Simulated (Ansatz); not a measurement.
# Band-structure calculation of ZnO (part 2 of 2)

Continued. System: ZnO (P6₃mc, 4 atoms in the cell). Method: Hartree-Fock, plane waves, PAW, no spin polarisation (Ansatz 0.2.0); cutoff 420 eV, 6×6×4 k-mesh, fixed occupations. The structure was built on a prototype by a generator. The geometry comes from this level: r2SCAN.

Geometry of the input (Å; fractional positions):
```
3.2353  0.0000  0.0000
-1.6177  2.8019  0.0000
0.0000  0.0000  5.2110
Zn 0.3333  0.6667  -0.0023
Zn 0.6667  0.3333  0.4977
O  0.3333  0.6667  0.3773
O  0.6667  0.3333  0.8773
```

## Output, continued
```
--- Per-component energies (eV) ---
  E_band       = -247.609082
  E_kinetic    = 618.653128
  E_local      = -4049.588994  (includes V_loc(G=0)·N_el)
  E_nonlocal   = 1346.340717
  E_hartree    = 1704.388362
  E_xc         = 0.000000
  E_vxc        = 0.000000  (∫ρ·V_xc dr)
  E_exx        = -559.736523  (= α·E_x^exact, valence–valence)
  E_paw        = -3775.625743  (= ΣΔE_a)
  E_vpaw       = -452.321215  (= ΣTr[D̂ρ^β])
  E_aug_tail   = 0.004117  (compensation charges beyond the density's cutoff)
  E_ewald      = -2970.264323
  E_core_change = 3.734321  (= ΣΔE_core)
  E_smearing   = -0.000000  (= −TS)
  E_closure    = 0.000006  (closes the sum)
  Σ components = -7682.094932   (vs F -7682.094932, Δ=0.00e0)
--- Forces (eV/Å), atoms counted from 1 ---
  atom   1  Zn    -0.00000000     0.00000000    -0.03057056
  atom   2  Zn     0.00000000    -0.00000000    -0.03057056
  atom   3  O      0.00000000    -0.00000000     0.03051539
  atom   4  O     -0.00000000     0.00000000     0.03051539
  max |Σ_I F_I| component: 1.10e-4 eV/Å
--- Stress (GPa, compression-positive) ---
        5.160899      -0.000000       0.000000
       -0.000000       5.160899      -0.000000
        0.000000       0.000000       4.179170
  P = ⅓ Tr σ = 4.8337 GPa (48.337 kbar)
--- Band table (eV; the first three rows and the last of 21) ---
  k-point 0: bands = ["-21.8177", "-21.0209", "-8.3500", "-8.3500", "-8.3378", "-8.1674", "-8.1674", "-7.5141", "-7.5141", "-7.3600", "-7.3600", "-7.2495", "-4.0172", "0.8275", "0.8275", "1.7163", "1.7611", "1.7611", "13.0949", "18.4833", "21.6163", "26.5664", "26.5664"]
  k-point 1: bands = ["-21.7040", "-21.1403", "-8.3327", "-8.3327", "-8.3084", "-8.2044", "-8.2044", "-7.6565", "-7.4840", "-7.4840", "-7.3745", "-7.3745", "-3.0462", "0.8114", "0.9653", "0.9653", "1.6250", "1.6250", "14.0578", "17.7506", "22.1648", "25.9786", "26.5535"]
  k-point 2: bands = ["-21.4250", "-21.4250", "-8.2784", "-8.2784", "-8.2784", "-8.2784", "-8.1272", "-8.1272", "-7.4219", "-7.4219", "-7.4219", "-7.4219", "-1.1075", "-1.1075", "1.2960", "1.2960", "1.2960", "1.2960", "16.0105", "16.0105", "23.6703", "23.6703", "26.8624"]
  k-point 20: bands = ["-20.8671", "-20.8671", "-8.0401", "-8.0401", "-7.9708", "-7.9708", "-7.5570", "-7.5570", "-7.5245", "-7.5245", "-7.0248", "-7.0248", "-2.8942", "-2.8942", "-1.5846", "-1.5846", "0.4010", "0.4010", "20.4970", "20.4970", "21.2428", "21.2428", "23.4023"]
```

## File bands.tsv
```
# k_distance	band_0	band_1	band_2	band_3	band_4	band_5	band_6	band_7	band_8	band_9	band_10	band_11	band_12	band_13	band_14	band_15	band_16	band_17	band_18	band_19	band_20	band_21	band_22
# fermi_ev = 1.761113
# lock_threshold_ev = 1e-6
# [0, 0, 0] at k_distance = 0.000000
# [0.5, 0, 0] at k_distance = 1.121242
# [0.3333333333, 0.3333333333, 0] at k_distance = 1.768591
# [0, 0, 0.5] at k_distance = 3.196775
# [0.5, 0, 0.5] at k_distance = 4.318017
# [0.3333333333, 0.3333333333, 0.5] at k_distance = 4.965366
# levels_relative_to = fermi_ev
# free_energy_ev = -7682.094932
# largest_residual_norms_ev = 1.381e-4 1.703e-4 1.033e-3 1.332e-3 1.702e-3 1.834e-3 8.627e-4 1.281e-3 1.458e-3 9.026e-4 1.555e-3 1.559e-3 6.464e-4 6.482e-4 1.016e-3 1.689e-3 8.926e-4 1.179e-3 1.792e-3 1.793e-3 2.145e-3 2.792e-3 2.795e-3
0.000000	-23.578853	-22.782060	-10.111083	-10.111083	-10.098912	-9.928487	-9.928487	-9.275168	-9.275168	-9.121160	-9.121160	-9.010572	-5.778359	-0.933585	-0.933585	-0.044848	0.000000	0.000000	11.333782	16.722165	19.855146	24.805319	24.805319
1.121242	-22.820621	-22.577001	-9.985827	-9.876462	-9.546963	-9.546106	-9.466422	-9.379229	-9.161851	-9.075058	-8.992458	-8.973234	-5.175737	-4.090428	-3.353439	-2.533402	-1.568918	-0.940810	17.305083	17.560825	18.241207	20.953934	22.966478
1.768591	-22.640466	-22.640466	-10.024368	-9.640300	-9.640300	-9.446138	-9.342951	-9.342951	-9.267825	-9.193630	-8.823616	-8.823616	-4.529226	-4.066583	-4.066583	-2.356173	-2.356173	-2.138995	17.942337	19.104782	19.924721	19.924721	22.903579
3.196775	-23.186119	-23.186119	-10.039503	-10.039503	-10.039503	-10.039503	-9.888287	-9.888287	-9.183054	-9.183054	-9.183054	-9.183054	-2.868626	-2.868626	-0.465132	-0.465132	-0.465132	-0.465132	14.249347	14.249347	21.909205	21.909205	25.101240
4.318017	-22.688085	-22.688085	-9.947887	-9.947887	-9.673615	-9.673615	-9.398852	-9.398852	-9.137348	-9.137348	-8.995770	-8.995770	-5.115963	-5.115963	-1.735221	-1.735221	-1.591954	-1.591954	16.461163	16.461163	20.793178	20.793178	22.910464
4.965366	-22.628214	-22.628214	-9.801241	-9.801241	-9.731931	-9.731931	-9.318149	-9.318149	-9.285568	-9.285568	-8.785952	-8.785952	-4.655318	-4.655318	-3.345751	-3.345751	-1.360078	-1.360078	18.735891	18.735891	19.481695	19.481695	21.641179
```

## File rho_z.tsv
```
# z_ang	rho[e/angstrom^3]
# format = ansatz-planar-average/11
# lattice	3.235340670	0.000000000	0.000000000
# lattice	-1.617670335	2.801887210	0.000000000
# lattice	0.000000000	0.000000000	5.210952259
# sites	4
# site	30	-0.000000000	1.867924807	-0.012233922
# site	30	1.617670335	0.933962404	2.593242208
# site	8	-0.000000000	1.867924807	1.966341019
# site	8	1.617670335	0.933962404	4.571817149
0.000000	1.965996e0
0.144749	1.531589e0
0.289497	8.870145e-1
0.434246	4.444848e-1
0.578995	2.347504e-1
0.723743	1.460291e-1
0.868492	1.144436e-1
1.013241	1.205424e-1
1.157989	1.586594e-1
1.302738	2.327167e-1
1.447487	3.555001e-1
1.592235	5.308640e-1
1.736984	7.243205e-1
1.881733	8.863224e-1
2.026481	9.998449e-1
2.171230	1.130575e0
2.315979	1.418414e0
2.460727	1.835821e0
2.605476	1.965996e0
2.750225	1.531589e0
2.894973	8.870145e-1
3.039722	4.444848e-1
3.184471	2.347504e-1
3.329219	1.460291e-1
3.473968	1.144436e-1
3.618717	1.205424e-1
3.763466	1.586594e-1
3.908214	2.327167e-1
4.052963	3.555001e-1
4.197712	5.308640e-1
4.342460	7.243205e-1
4.487209	8.863224e-1
4.631958	9.998449e-1
4.776706	1.130575e0
4.921455	1.418414e0
5.066204	1.835821e0
```

## File v_z.tsv
```
# z_ang	v_es[eV]	v_tot[eV]
# format = ansatz-planar-average/11
# xc	hf
# density_cutoff_ev	1680
# datasets	Zn=:simpson_from_first_knot:soft:fock:shift=72545	O=:simpson_from_first_knot:soft:fock:shift=109565
# lattice	3.235340670	0.000000000	0.000000000
# lattice	-1.617670335	2.801887210	0.000000000
# lattice	0.000000000	0.000000000	5.210952259
# sites	4
# site	30	-0.000000000	1.867924807	-0.012233922
# site	30	1.617670335	0.933962404	2.593242208
# site	8	-0.000000000	1.867924807	1.966341019
# site	8	1.617670335	0.933962404	4.571817149
0.000000	-2.362955e-1	-2.362955e-1
0.144749	7.355847e-1	7.355847e-1
0.289497	1.678437e0	1.678437e0
0.434246	3.102729e0	3.102729e0
0.578995	4.881706e0	4.881706e0
0.723743	6.894019e0	6.894019e0
0.868492	8.739907e0	8.739907e0
1.013241	9.858134e0	9.858134e0
1.157989	1.033256e1	1.033256e1
1.302738	1.001466e1	1.001466e1
1.447487	8.385358e0	8.385358e0
1.592235	6.267457e0	6.267457e0
1.736984	3.708148e0	3.708148e0
1.881733	9.887534e-1	9.887534e-1
2.026481	-1.068020e0	-1.068020e0
2.171230	-2.108984e0	-2.108984e0
2.315979	-2.202915e0	-2.202915e0
2.460727	-1.507591e0	-1.507591e0
2.605476	-2.362955e-1	-2.362955e-1
2.750225	7.355847e-1	7.355847e-1
2.894973	1.678437e0	1.678437e0
3.039722	3.102729e0	3.102729e0
3.184471	4.881706e0	4.881706e0
3.329219	6.894019e0	6.894019e0
3.473968	8.739907e0	8.739907e0
3.618717	9.858134e0	9.858134e0
3.763466	1.033256e1	1.033256e1
3.908214	1.001466e1	1.001466e1
4.052963	8.385358e0	8.385358e0
4.197712	6.267457e0	6.267457e0
4.342460	3.708148e0	3.708148e0
4.487209	9.887534e-1	9.887534e-1
4.631958	-1.068020e0	-1.068020e0
4.776706	-2.108984e0	-2.108984e0
4.921455	-2.202915e0	-2.202915e0
5.066204	-1.507591e0	-1.507591e0
```

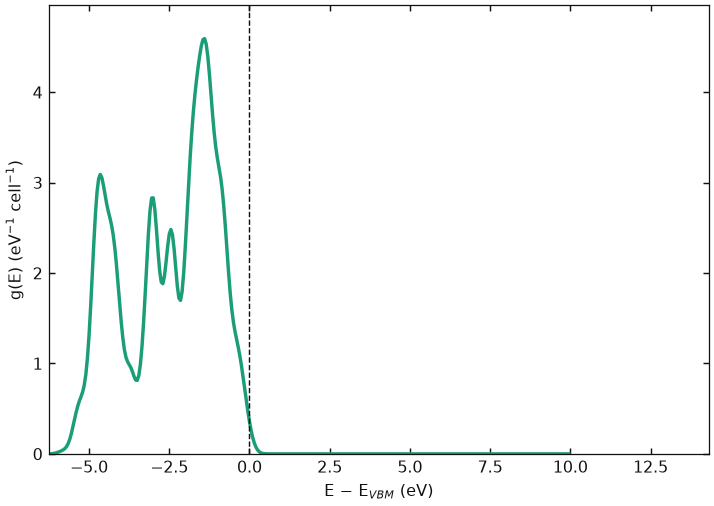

Fig. 1: Density of states (the curve is built from the levels of the k mesh with Gaussians 0.4 eV wide, which also blur the band edges), with energies from the valence-band top. There is a gap of 11.33 eV on the k-point mesh. Small ripples come from the finite k-point mesh.

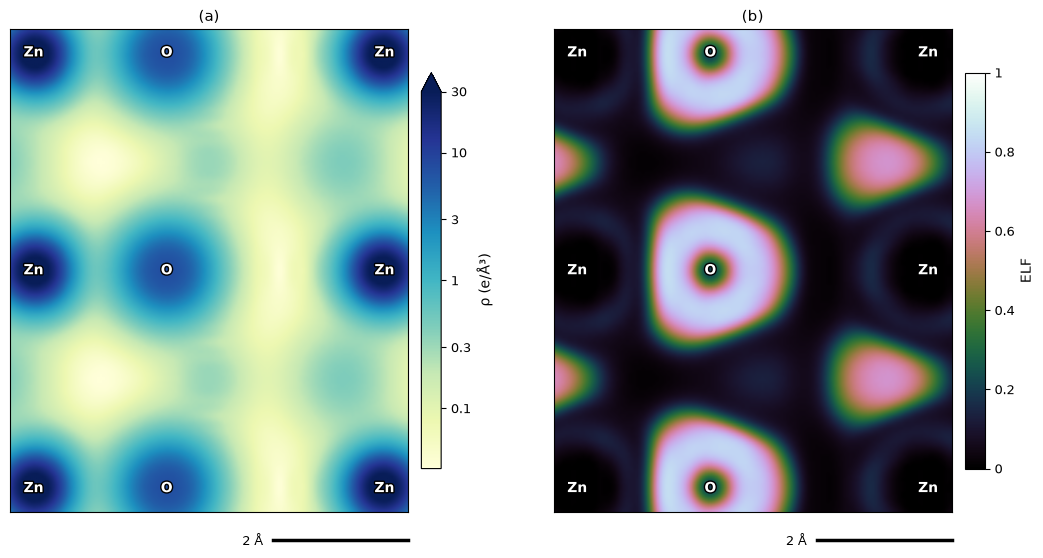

Fig. 2: (a) valence pseudo-density; (b) electron localisation function on the (11̄0) plane of the conventional cell. The plane passes through Zn and O nuclei. Zn–O (1.98 Å): the density is about 0.58 e/Å³ at the midpoint; the ELF is about 0.20 at the midpoint. Away from the nuclei the density in this plane falls to 0.03 e/Å³ at its lowest. The fields are those of the smooth PAW valence density.
